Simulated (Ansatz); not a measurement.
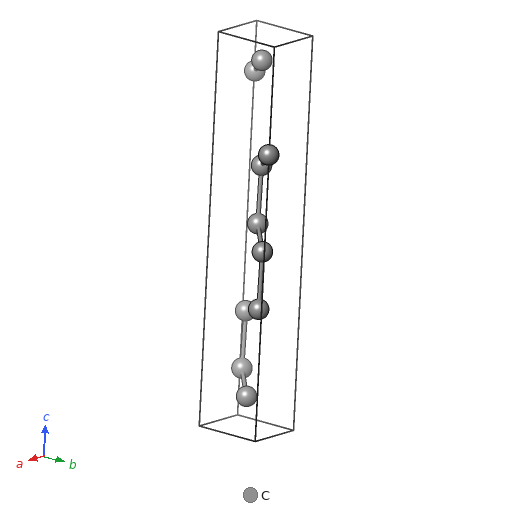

System: C, space group R-3m (No. 166). The picture shows the cell.

Structure:
```
CELL_PARAMETERS angstrom
-2.49129 0.00000 0.00000
-1.24565 -2.15752 0.00000
1.24565 0.71917 10.25388
ATOMIC_POSITIONS crystal
C 0.02482 0.02482 0.87416
C 0.97518 0.97518 0.72524
C 0.10870 0.10870 0.12579
C 0.89130 0.89130 0.47361
C 0.15837 0.15837 0.27480
C 0.84163 0.84163 0.32460
C 0.37486 0.37486 0.92429
C 0.62514 0.62514 0.67511
C 0.42532 0.42532 0.07567
C 0.57468 0.57468 0.52373
```

Computed with Ansatz 0.2.0: rigid slide of a crystal across a plane by tilting cell vector c, one fault a cell, unrelaxed, by plane-wave density functional theory with PAW datasets, free energies less that of the undisturbed cell; scalar-relativistic. Level: LDA, no spin polarisation.

- wave cutoff: 420 eV
- k mesh: 10×10×3
- occupations: Gaussian
- smearing width: 0.05 eV
- k shift: (0, 0, 0) (mesh steps)
- start: relaxed
- height of the cut: 0 (fraction of cell vector c)
- slip vector: (1, 0) (multiples of cell vectors a and b)

The points at slip 0.6, 0.7, 0.8 and 0.9 follow from computed ones by symmetry.

What does the calculation give for the fault energy and shear traction against slip? The slip takes the values 0.0, 0.1, 0.2, 0.3, 0.4, 0.5, 0.6, 0.7, 0.8, 0.9.

The highest fault energy among the points, the barrier to rigid slip along this vector, is 12500 mJ/m² at slip 0.5; no local minimum, hence no metastable fault, shows among the points. The shear traction goes from 0 GPa at slip 0.0 to −56 GPa at 0.9, not monotonically, with a high of 150 GPa at 0.3 and a low of −150 GPa at 0.7. The spacing at cut is 1.55 Å.

```json
{"slip (fraction of the slip vector)": "0.0", "fault energy (mJ/m²)": "0.0", "shear traction (GPa)": "0"}
{"slip (fraction of the slip vector)": "0.1", "fault energy (mJ/m²)": "698.2", "shear traction (GPa)": "56"}
{"slip (fraction of the slip vector)": "0.2", "fault energy (mJ/m²)": "2780.9", "shear traction (GPa)": "110"}
{"slip (fraction of the slip vector)": "0.3", "fault energy (mJ/m²)": "6073.5", "shear traction (GPa)": "150"}
{"slip (fraction of the slip vector)": "0.4", "fault energy (mJ/m²)": "9937.2", "shear traction (GPa)": "150"}
{"slip (fraction of the slip vector)": "0.5", "fault energy (mJ/m²)": "12467.6", "shear traction (GPa)": "0"}
{"slip (fraction of the slip vector)": "0.6", "fault energy (mJ/m²)": "9937.2", "shear traction (GPa)": "-150"}
{"slip (fraction of the slip vector)": "0.7", "fault energy (mJ/m²)": "6073.5", "shear traction (GPa)": "-150"}
{"slip (fraction of the slip vector)": "0.8", "fault energy (mJ/m²)": "2780.9", "shear traction (GPa)": "-110"}
{"slip (fraction of the slip vector)": "0.9", "fault energy (mJ/m²)": "698.2", "shear traction (GPa)": "-56"}
```

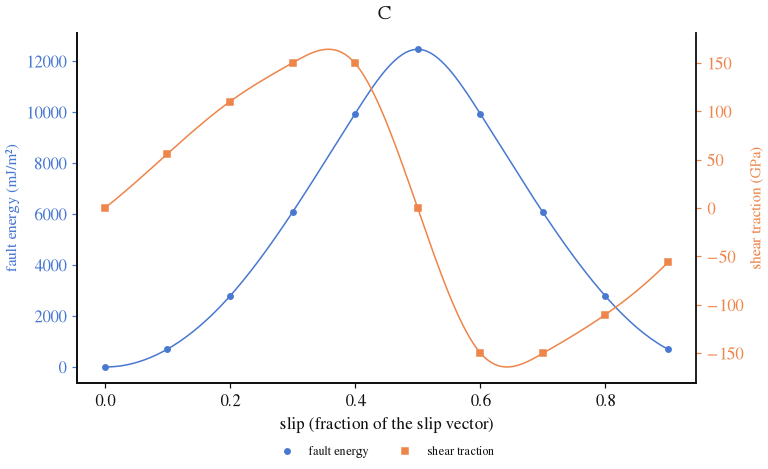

Limits of the calculation: gap closes along the scan on a mesh chosen for the insulator; odd k mesh can miss points on the zone edge.
